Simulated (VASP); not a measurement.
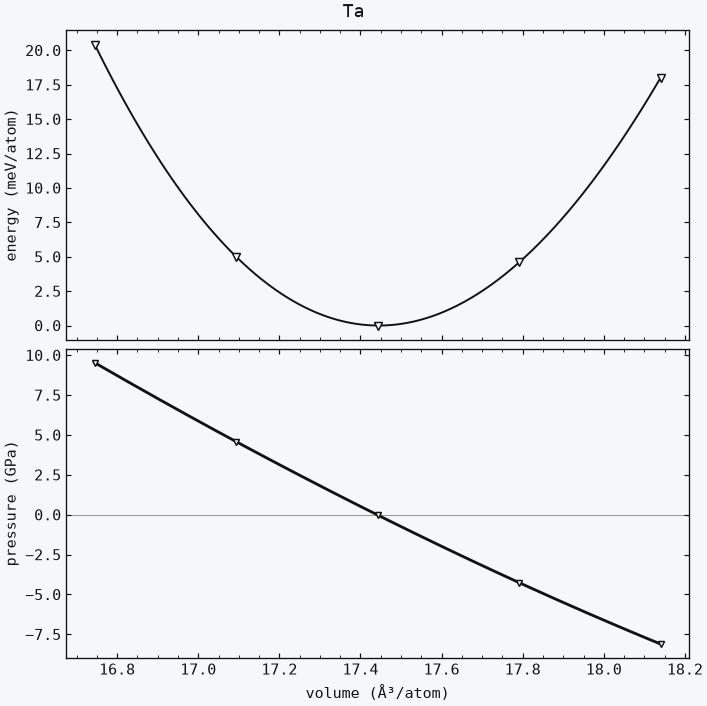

How it was computed, with VASP 6.6.1: plane-wave DFT, no spin polarisation; energies at scaled volumes of the given cell, shape and fractions fixed, counted from the fit's minimum, third-order Birch-Murnaghan fit. Level: LDA.

k mesh 10×10×10; occupations Fermi–Dirac; smearing width 0.05 eV; potentials VASP PAW LDA potentials, recommended; wave cutoff 520 eV.

Cell as given: a = 2.830 Å, b = 2.830 Å, c = 2.830 Å, α = 109.47°, β = 109.47°, γ = 109.47°; 1 atom.

Energy and pressure against volume for Ta, space group Im-3m (No. 229).

A third-order Birch–Murnaghan fit gives V0 = 17.45 Å³/atom, B0 = 220 GPa and B′ = 3.2. The energy is 20.42 meV/atom at volume 16.74 Å³/atom and 18.02 meV/atom at 18.14 Å³/atom; the lowest computed point is at volume 17.44 Å³/atom (−0.01 meV/atom). The pressure falls from 9.53 GPa at volume 16.74 Å³/atom to −8.11 GPa at 18.14 Å³/atom, and changes sign near 17.44 Å³/atom.

Input of the run:
```
  ALGO = Fast
  EDIFF = 1E-7
  ENCUT = 520
  ISIF = 2
  ISMEAR = -1
  LASPH = True
  LCHARG = False
  LREAL = False
  LWAVE = False
  NELM = 100
  PREC = Accurate
  SIGMA = 0.05
```

Run as:
```bash
cat potpaw_LDA.64/Ta_pv/POTCAR > POTCAR
mpirun -np 1 vasp_std > vasp.out
```
